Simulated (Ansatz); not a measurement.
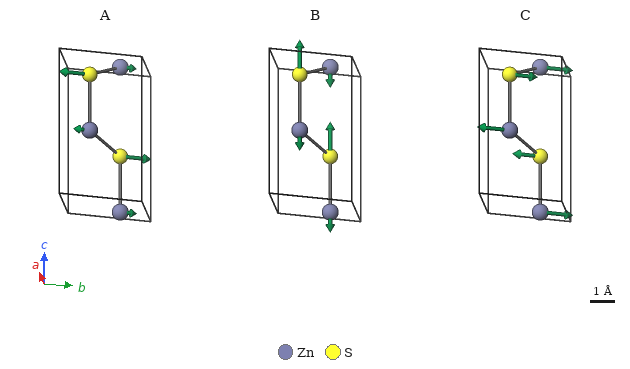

Three optical modes of crystalline ZnS at the zone centre, in no order (one member of each degenerate set). The green arrows give the relative displacements of the atoms. A ball-and-stick model of the cell of the calculation, seen from a free direction.

The calculation used DFT r2SCAN, scalar-relativistic, plane waves, PAW in Ansatz 0.2.0. (plane-wave cutoff 500 eV; k-point mesh 6 × 6 × 4; occupations gaussian; smearing width 0.05 eV; no spin polarisation)

Frequencies are those without the non-analytic (LO–TO) term.

### Order them from the lowest to the highest frequency (imaginary ones first).

C (77 cm⁻¹), B (231 cm⁻¹), A (299 cm⁻¹). C, E₂: All motion is along b; atoms of one kind move against one another, with no net shift of any sublattice; it mainly bends the S–Zn bonds; the kinetic energy is shared as Zn 74 %, S 26 %. B, A₁: The S sublattice moves against the Zn sublattice, along c; it stretches the S–Zn bonds (2.40 Å); the kinetic energy is shared as S 67 %, Zn 33 %. A, E₂: All motion is along b; atoms of one kind move against one another, with no net shift of any sublattice; it stretches the shortest S–Zn bonds (2.31 Å); the kinetic energy is shared as S 74 %, Zn 26 %.
